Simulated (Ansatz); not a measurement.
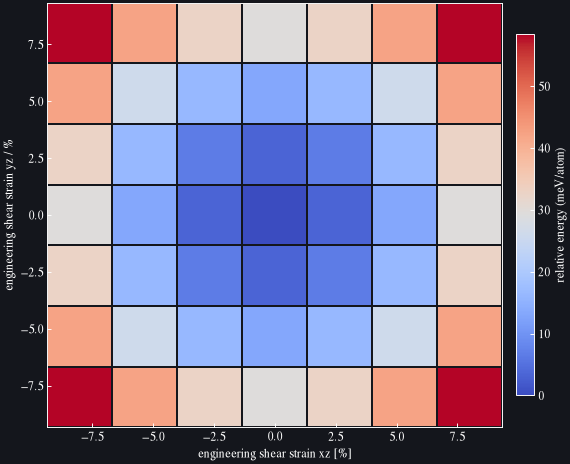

Energy landscape of Ge (Ia-3, No. 206; 8 atoms in the cell). 
- The energy is mapped over two homogeneous strains (x, y and z along the cube axes).
- First axis: engineering shear strain xz. Second axis: engineering shear strain yz.
- Nothing is relaxed (fractional coordinates fixed).
- Grid: 7 × 7 points; 13 points were computed and 36 follow by symmetry.
- Points are written as (first, second).
- Energies: meV/atom, counted from the lowest grid point.
- The calculation used Ansatz 0.2.0, DFT LDA, scalar-relativistic, plane waves, PAW. Settings: cutoff 420 eV, k-mesh 8×8×8, gaussian smearing 0.15 eV, no spin polarisation.

The picture shows one coloured cell a grid point. 

### What does the map say about the system?

The lowest grid point is at (0.0 %, 0.0 %). It is the only kind of minimum in the scanned range. The highest grid point, (−8.0 %, −8.0 %), lies 58.3 meV/atom above the lowest. Round the minimum the contours are nearly round: the two directions are equally stiff and uncoupled.

The input of one point:

```yaml
crystal:
  lattice:
    - [-3.4374563581, 3.4374563581, 3.4374563581]
    - [3.4374563581, -3.4374563581, 3.4374563581]
    - [3.4374563581, 3.4374563581, -3.4374563581]
  atoms:
    - { symbol: Ge, position: [0.5, 0.0, 0.7958727303] }
    - { symbol: Ge, position: [0.7958727303, 0.5, 0.0] }
    - { symbol: Ge, position: [0.0, 0.7958727303, 0.5] }
    - { symbol: Ge, position: [0.7041272697, 0.7041272697, 0.7041272697] }
    - { symbol: Ge, position: [0.5, 0.0, 0.2041272697] }
    - { symbol: Ge, position: [0.2041272697, 0.5, 0.0] }
    - { symbol: Ge, position: [0.0, 0.2041272697, 0.5] }
    - { symbol: Ge, position: [0.2958727303, 0.2958727303, 0.2958727303] }
basis:
  ecutwfc: 420
kpoints:
  mp_grid: { grid: [8, 8, 8] }
hamiltonian:
  xc: lda
  pseudopotentials: { kind: paw, azcp: { folder: soft_1 } }
scf:
  occupations: { method: gaussian, width: 0.15 }
output:
  forces: true
  stress: true
  eigenvalues: true
  write_density: true
  write_potential: true
  elf: true
  volumetric_format: npy
```

Each point was launched as `ansatz run input.yaml --threads 4 --pin off --max-ram 8192MiB --backend cpu --events-out ev --progress --plain --runs-dir out`. Time for the 13 points that were run: 10 min on 4 threads of Arm Neoverse V1, on a shared host.
